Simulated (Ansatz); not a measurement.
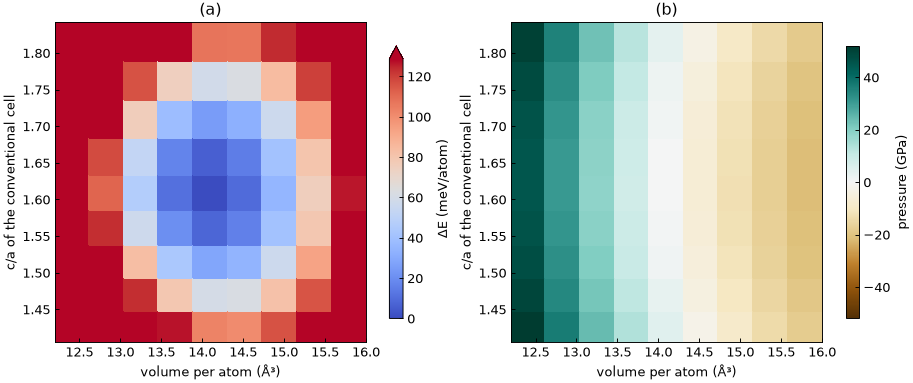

Rh (P6_3/mmc, No. 194; 2 atoms in the cell). The energy is mapped over volume and the cell's shape. Coordinates scanned: (1) volume per atom; (2) c/a of the conventional cell. Nothing is relaxed (symmetry fixes all fractional coordinates). The grid has 9 × 9 points. Points are written as (first, second). Energies: meV/atom, counted from the lowest grid point. Method: Ansatz, DFT PBE, scalar-relativistic, plane waves, PAW. Settings: cutoff 420 eV, k-mesh 21×21×12 in the order of the run's cell vectors, gaussian smearing 0.15 eV, no spin polarisation.

Panel (a) is the energy and panel (b) the computed pressure on the same grid.

In the figure: one coloured cell a grid point, one colour for all values above the top of the scale.

Question: How does the pressure vary over the map, and what is it at the lowest grid point?

Answer: It runs from −21 GPa at (15.79 Å³, 1.609) to 52 GPa at (12.41 Å³, 1.427). At the lowest grid point, (14.10 Å³, 1.609), it is 0 GPa. The pressure is minus the slope of the energy with volume, so it vanishes at the true minimum, which need not be a grid point.

```
c/a of the conventional cell ↓, volume per atom →  12.41  12.83  13.25  13.68  14.10  14.52  14.94  15.37  15.79
                                            1.815     51     36     23     13      4     −3     −9    −14    −19
                                            1.762     48     33     21     11      2     −5    −11    −16    −20
                                            1.709     46     32     19      9      1     −6    −12    −17    −21
                                            1.659     45     31     19      9      0     −7    −13    −17    −21
                                            1.609     45     31     19      9      0     −7    −13    −17    −21
                                            1.562     46     31     19      9      1     −6    −12    −17    −21
                                            1.515     47     33     20     10      2     −6    −11    −16    −20
                                            1.470     49     34     22     12      3     −4    −10    −15    −19
                                            1.427     52     37     24     14      5     −3     −9    −14    −18
```

PAW datasets: the set soft_1.
